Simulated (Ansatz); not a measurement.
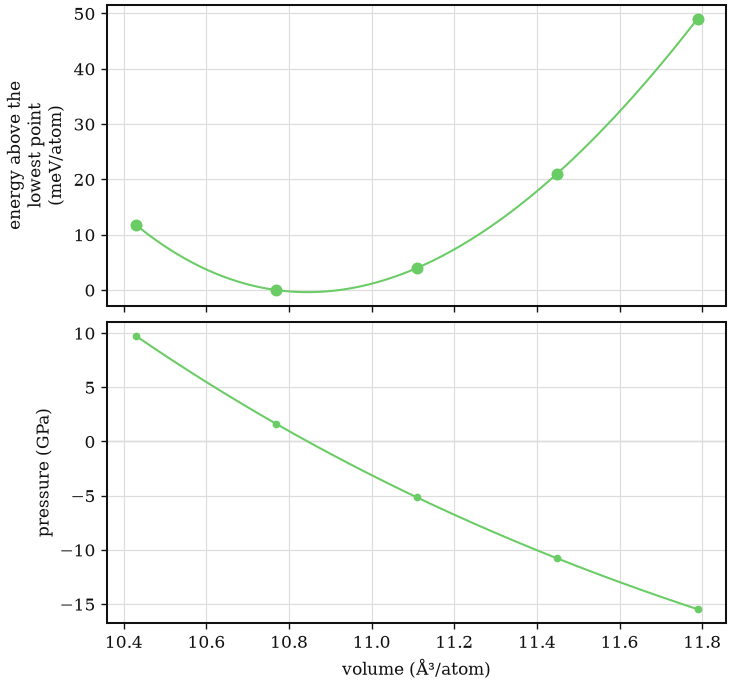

Energy above the lowest point and pressure against volume for SnO₂, space group Fm-3m (No. 225) (one of a set of cubic test structures, which need not be the stable phase).

A third-order Birch–Murnaghan fit gives V0 = 10.84 Å³/atom, B0 = 227 GPa and B′ = 4.8. The energy above the lowest point is 11.8 meV/atom at volume 10.43 Å³/atom and 49.1 meV/atom at 11.79 Å³/atom; the lowest computed point is at volume 10.77 Å³/atom (0.0 meV/atom). The pressure falls from 9.8 GPa at volume 10.43 Å³/atom to −15.5 GPa at 11.79 Å³/atom, and changes sign near 10.85 Å³/atom.

How it was computed, with Ansatz 0.2.0 development build: equation of state of a cubic crystal from periodic Kohn-Sham density functional theory without spin, third-order Birch-Murnaghan fit to the free energies; pressure corrected for the finite basis. Level: r2SCAN.

- structure type: fluorite
- atoms in cell: 3
- space group number: 225
- lattice centring: face-centred primitive
- k mesh: 12×12×12
- occupation method: Fermi–Dirac
- occupation width: 0.1 eV
- wave cutoff: 1050 eV
- datasets: hand-made PAW
- density tolerance: 1e−09 eV
- bands: 21
- density cutoff ratio: 5
- search for lower states: default
- xc grid level: 2

Keep in mind: cubic model structure, not the ambient form.
